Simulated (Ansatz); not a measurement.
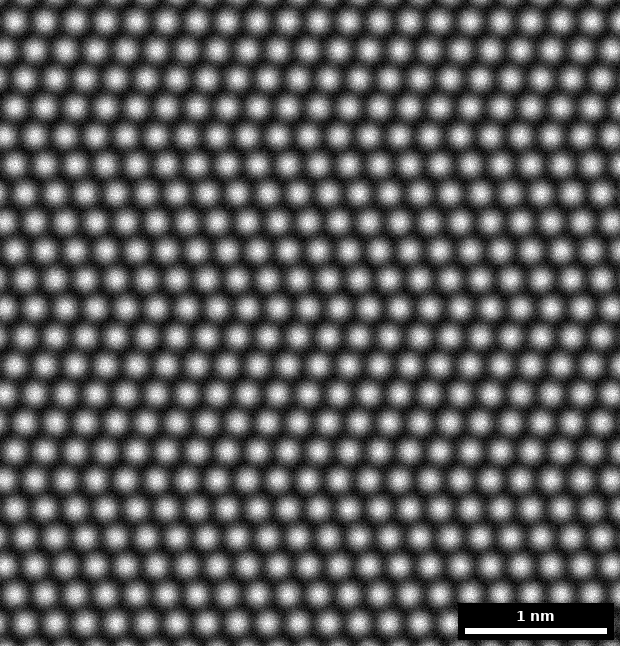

Cross-section of a periodic stack, seen along a direction in its plane, the normal pointing up. Simulation: incoherent imaging, intensity Z^1.7 per atom, probe width 1.20 Å, thin sample. The display is stretched by a gamma of 0.8; percentages refer to the linear signal. Shot noise was added. Structure: the end point of a relaxation with Ansatz 0.2.0, DFT PBE, scalar-relativistic, plane waves, PAW. The model holds Ni.

**What is the period along the normal, and which planes follow each other within it?**

The stack repeats every 24.4 Å with 12 planes (atoms within 0.35 Å in height count as one), going down and then starting over: Ni, Ni, Ni, Ni, Ni, Ni, Ni, Ni, Ni, Ni, Ni, Ni. The spacings between them run from 2.0 to 2.0 Å.

The model is a stack of layers of composition Ni.
